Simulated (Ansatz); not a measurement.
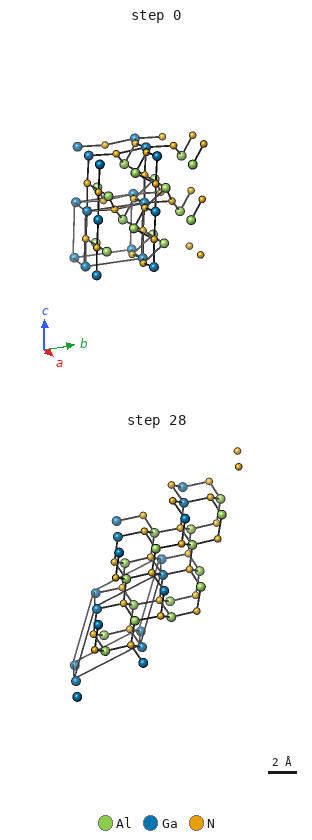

The structure of crystalline Al$_{2}$GaN$_{3}$ (built on the Li2GaCu3-166 type type) before (top) and after (bottom) a relaxation, at one scale.

Style: ball-and-stick. Shown: the cell of the calculation, repeated 2 × 2 × 2 with one cell outlined, slightly off an axis.

Case: shaken.

Computed with Ansatz 0.2.0, DFT, PBEsol, plane waves, PAW.

Input file:
```yaml
crystal:
  lattice:
    - [2.6816579736, 1.4922909743, 2.6008869788]
    - [-2.7959160269, 1.5391399966, 2.6909688502]
    - [-0.0165565833, -3.1639980045, 2.724986175]
  atoms:
    - { symbol: Al, position: [0.697819732, 0.7128401033, 0.6949952366] }
    - { symbol: Al, position: [0.3345682117, 0.3246400672, 0.2762477348] }
    - { symbol: Ga, position: [-0.0074152081, 0.025995012, -0.0018364181] }
    - { symbol: "N", position: [0.0247014106, 0.5010283783, -0.0371575315] }
    - { symbol: "N", position: [0.5267357519, -0.0703517897, 0.0075048092] }
    - { symbol: "N", position: [-0.0104557736, 0.0163968183, 0.4982265292] }
kpoints:
  mp_grid: { grid: [4, 4, 4] }
hamiltonian:
  xc: pbesol
scf:
  occupations: { method: fermi_dirac, width: 0.05 }
relax:
  f_tol: 0.01
  cell: {}
  max_steps: 120
output:
  write_density: true
  write_potential: true
  elf: true
  volumetric_format: npy
```

Command:
```bash
ansatz run input.yaml --threads 2 --pin off --max-ram 2211MiB --backend cpu --events-out ev --progress --plain --runs-dir out
```

Question: Summarise the run.

Answer: The largest moves relative to the cell, 0.95 Å, are those of N4 and N6. N6 goes roughly along [−1 1 0]. By element the largest moves are N 0.95 Å, Al 0.42 Å, Ga 0.24 Å. The volume changes by −5.6 %, with a 4.023 → 3.130 Å (−22.2 %), b 4.175 → 5.411 Å (+29.6 %), c 4.176 → 5.411 Å (+29.6 %), α 81.7° → 48.1°, β 82.1° → 106.8°, γ 83.9° → 106.8°. Some distances before and after: Al1–N5 1.719 → 3.673 Å, Ga3–N6 2.081 → 3.626 Å, Al2–N5 2.144 → 3.673 Å, Ga3–N4 2.206 → 3.626 Å. New bonds form: Al1–N4 (2.96 → 1.90 Å), Al1–N5 (another periodic image) (3.03 → 1.89 Å), Al2–N5 (another periodic image) (2.76 → 1.89 Å), Al2–N6 (3.01 → 1.90 Å). Bonds break: Al1–N5 (1.72 → 3.67 Å), Al2–N5 (2.14 → 3.67 Å), Ga3–N4 (2.21 → 3.63 Å), Ga3–N6 (2.08 → 3.63 Å). Bond angles that change, for instance: Al1–N6–Al2 176.1° → 110.4°, Al1–N4–Al2 172.5° → 110.4°, N5–Ga3–N5 157.6° → 107.1°. The space group (tolerance 0.01 Å) goes from P1 (No. 1) to Imm2 (No. 44). After 24 accepted moves (28 points after the start) the energy has fallen by 1351 meV per atom. The largest force component goes from 3.7 to 0.0006 eV/Å. The pressure goes from 0.05 to 0.01 GPa. The SCF was repeated 4 times at an unchanged geometry on a basis and grid sized afresh for the cell, which shifted the energy by 112 meV per atom at most. Cost: 110 s on 2 threads of Arm Neoverse V1 (shared host), peak memory 0.41 GiB.
